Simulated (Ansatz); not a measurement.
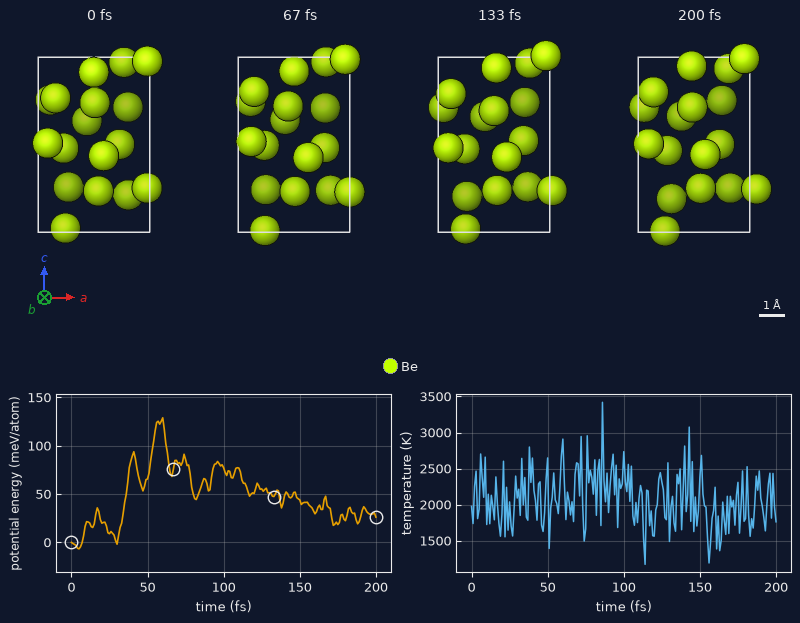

A Born-Oppenheimer molecular dynamics run of Be with an interstitial Be (17 atoms in the cell), 200 fs long. It starts from the last geometry of an earlier run, with fresh velocities. Frames and the history of the run. The picture is a spheres-only view of the simulation cell, seen along the b axis.

Level of theory: DFT PBEsol, scalar-relativistic, plane waves, PAW in Ansatz. Run with plane-wave cutoff 420 eV; k-point mesh 3 × 3 × 2; Fermi-Dirac smearing 0.1 eV; low-accuracy preset; Langevin thermostat (NVT); set temperature 2100 K; time step 1 fs; friction 1 per fs.

Q: What do the frames and curves show?

A: Root-mean-square distances from the starting positions over the second half, with the common drift of all atoms taken out: Be 0.31 Å. Against the typical shortest distance between atoms in the first frame, about 1.9 Å these are large excursions, but over 200 fs one can't yet tell strong vibration from the start of diffusion. Over the second half the temperature averages 2004 K (spread ±363 K). The potential energy is still drifting at the end, so the run hasn't reached equilibrium. The potential energy in the second half lies on average 44.1 meV per atom above the first frame. The friction is so strong that the slow modes are overdamped, and the motion no longer resembles free dynamics.

Limits of the set-up: the k-point mesh is coarse for a cell with partly filled bands; the program's low-accuracy preset was used; the periodic images lie only 4.0 Å apart, so the values are limited by the cell's size.

Cost: 4.2 min on 1 thread of Intel(R) Xeon(R) 6975P-C (Granite Rapids), on a shared host, peak memory 0.39 GiB.
